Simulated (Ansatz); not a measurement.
# A thicker film of MgO (110) from two thinner ones

In a field along its normal an insulating film takes a dipole p. Written as a length, p/(ε₀AE), it should grow by 1 − 1/ε for each ångström added.

How it was computed: Ansatz 0.2.0, plane waves with PAW datasets (its set soft_2), PBE; rocksalt films relaxed at a bulk in-plane lattice constant near the measured one, then held in weak fields of both signs with a dipole correction (A is the cell's area, E the outer field).

```tsv
run	distance between the outer atoms (Å)	p/(ε₀AE) (Å)
5 units	5.957	6.520
8 units	10.489	9.628
12 units	16.531	?
```

**Question.** What value belongs in the row marked “?”, and how far can the other rows tell?

Two rows fix a line: slope = (9.628 − 6.520) / (10.489 − 5.957) = 0.6858, intercept 2.4347. That slope means ε = 1/(1 − 0.6858) = 3.18. At 16.531 it gives 0.6858 × 16.531 + 2.4347 = 13.772 Å, beyond the rows fitted. Rounding of the rows alone allows about ±0.003 Å there; two rows can't show whether the line holds.

The run itself gives 13.805 Å: a miss of +0.033 Å, or 0.2 % of the value. The length is met to within 1 %, though ε is more sensitive than the length: the two thickest films give ε = 3.24.

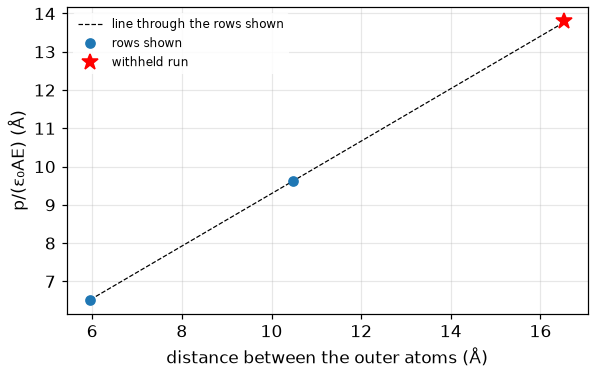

The fit and the withheld run.

Caveats: This is the electronic response alone. A unit is one step of the cut along the normal (a plane, a pair of planes or a cell), and the layers relax along it, away from their bulk spacing where the functional's lattice constant differs from the one held.

[Logs are printed without paths, hosts, clocks, repeated set-up lines and the standing remarks that a program may print on its own settings, such as how far it seeks lower states.]
